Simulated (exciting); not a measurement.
Two BSE runs for the Si L₂,₃ edge of SiO2 (Quartz), space group P3_121. Run A: exciting, all-electron LAPW+lo, PBEsol, exchange and screened direct term (singlet BSE), 3×3×2 shifted k points, 38 conduction bands, |G+q| up to 3 bohr⁻¹ (2.5 in the exchange term), full RPA screening with nempty = 70, Lorentzian half width 0.45 eV. Run B has a fault in its input.

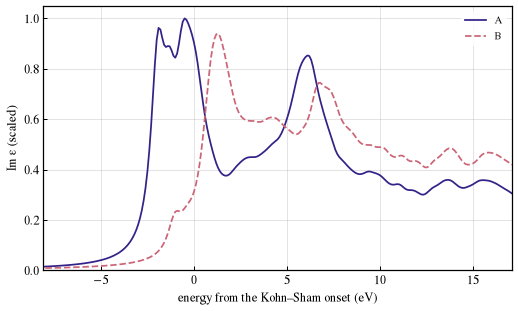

Energy from the Kohn–Sham onset, core level to the lowest empty state found on the meshes used; one zero for both, scaled to A's maximum.

What most likely went wrong in run B?

The cutoff of the kernels is far too low (cutoff of the screened term (bohr⁻¹) from 3 to 0.6 and cutoff of the exchange term (bohr⁻¹) from 2.5 to 0.6). Against run A the r.m.s. difference is 57 %. Moving the earlier curve by +2.6 eV leaves 28 %. The highest maximum lies at 1.3 eV (0.94), against -0.5 eV (1.00). The first bright state moves from -1.94 to -1.01 eV. The kernels miss the short-range part of the Coulomb interaction, its components above their cutoff. Other settings could leave a like mark; this is the change that was made.

[Hosts, paths, dates, database ids (printed as entryN), source tags and the programs' standing remarks are cut or masked in the printed files.]
